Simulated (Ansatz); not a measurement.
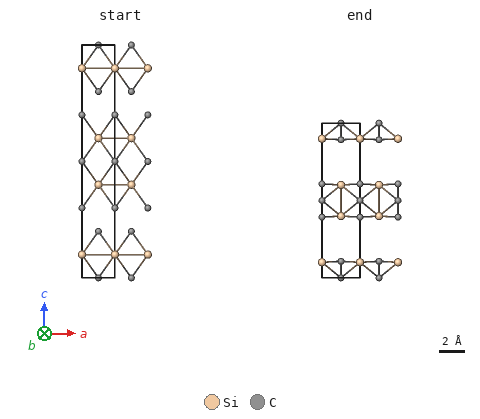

The structure of crystalline Si₂C₃ (a generated structure, set up in I4/mmm) (coarse preliminary run) before (left) and after (right) a relaxation, at one scale.

Style: ball-and-stick. Shown: the conventional cell (2 times the calculation's cell), repeated 2 × 1 × 1 with one cell outlined, along the b axis. Lengths and directions refer to the drawn axes.

Method: Ansatz, DFT PBE, scalar-relativistic, plane waves, PAW. Set-up: plane-wave cutoff 420 eV; k-point mesh 8 × 8 × 8; occupations gaussian; smearing width 0.1 eV; no spin polarisation; cell and atoms relaxed; force threshold 0.04 eV/Å; at most 70 steps.

Question: Describe what moved and what it gained.

Answer: After 24 accepted moves (27 points after the start) the energy has fallen by 9.703 eV per cell of the calculation. The largest force component goes from 0.35 to 0.01 eV/Å. Pressure: −21.74 GPa at the start and 0.04 GPa at the end. The line search rejected the trial step at point 14 of the run. The SCF was repeated twice at an unchanged geometry on a basis and grid sized afresh for the cell, which shifted the energy by 74.9 meV per cell of the calculation at most. The largest moves relative to the cell, 1.17 Å, are those of C atoms. By element the largest moves are C 1.17 Å, Si 0.01 Å. The drawn cell changes as follows: a = b 2.690 → 3.107 Å (+15.5 %), c 19.023 → 12.638 Å (−33.6 %); the volume changes by −11.4 %. Among the contacts that change: C–C 3.805 → 1.355 Å, Si–Si 3.805 → 2.546 Å, C–Si 2.690 → 2.198 Å, Si–Si 2.690 → 3.107 Å. New bonds form, among them: C–C (3.80 → 1.35 Å). The space group stays I4/mmm (No. 139). The run took 3.9 min on 1 thread of Intel(R) Xeon(R) Processor @ 2.50GHz (Skylake/Cascade Lake), with other jobs on the host, peak memory 0.39 GiB.

Limits of the set-up: layers or molecules are held without a dispersion correction, so their spacing is unreliable.
